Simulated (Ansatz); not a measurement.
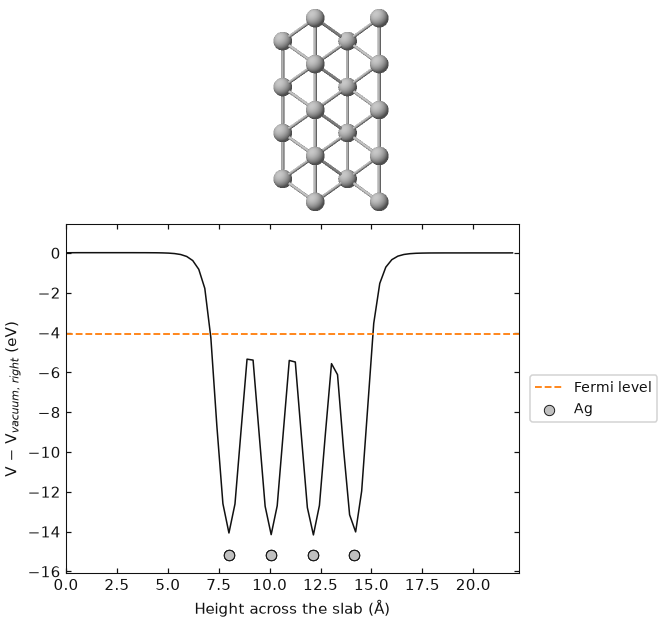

Plane-averaged electrostatic potential energy of an electron across the slab; circles at the bottom mark the heights of the atoms (positions after relaxation). The structure is drawn too.

The Ansatz input:

```
crystal:
  lattice:
    - [5.8650143192, 0.0, 0.0]
    - [0.0, 5.8650143192, 0.0]
    - [0.0, 0.0, 22.2207870953]
  atoms:
    - { symbol: Ag, position: [0.25, 0.25, 0.3600232506] }
    - { symbol: Ag, position: [0.25, 0.75, 0.3600232506] }
    - { symbol: Ag, position: [0.75, 0.25, 0.3600232506] }
    - { symbol: Ag, position: [0.75, 0.75, 0.3600232506] }
    - { symbol: Ag, position: [0.5, 0.5, 0.4533410835] }
    - { symbol: Ag, position: [0.5, 0.0, 0.4533410835] }
    - { symbol: Ag, position: [0.0, 0.5, 0.4533410835] }
    - { symbol: Ag, position: [0.0, 0.0, 0.4533410835] }
    - { symbol: Ag, position: [0.75, 0.75, 0.5466589165] }
    - { symbol: Ag, position: [0.75, 0.25, 0.5466589165] }
    - { symbol: Ag, position: [0.25, 0.75, 0.5466589165] }
    - { symbol: Ag, position: [0.25, 0.25, 0.5466589165] }
    - { symbol: Ag, position: [0.0, 0.0, 0.6399767494] }
    - { symbol: Ag, position: [0.0, 0.5, 0.6399767494] }
    - { symbol: Ag, position: [0.5, 0.0, 0.6399767494] }
    - { symbol: Ag, position: [0.5, 0.5, 0.6399767494] }
basis:
  ecutwfc: 420
kpoints:
  mp_grid: { grid: [3, 3, 1] }
hamiltonian:
  xc: pbe
scf:
  occupations: { method: gaussian, width: 0.1 }
output:
  forces: true
  eigenvalues: true
  write_density: true
  write_potential: true
  elf: true
  volumetric_format: npy
relax:
  adjacent_minimum: "off"
  f_tol: 0.03
  max_steps: 70
  constraints: [{ sites: [0, 1, 2, 3, 4, 5, 6, 7] }]
efield:
  axis: 3
  dipole_correction: true
  ramp_width: 0.04
```

Run as:
```bash
ansatz run input.yaml --threads 4 --pin off --max-ram 10240MiB --backend cpu --events-out ev --progress --plain --runs-dir out
```

**Read off the work function of each face.**

The work function is 4.09 eV, the same on both faces. The two vacuum levels agree, so the slab has no net dipole along its normal.

**How thick are slab and vacuum?**

The outermost atoms are 6.2 Å apart, which leaves 16.1 Å of vacuum in a cell 22.2 Å high.
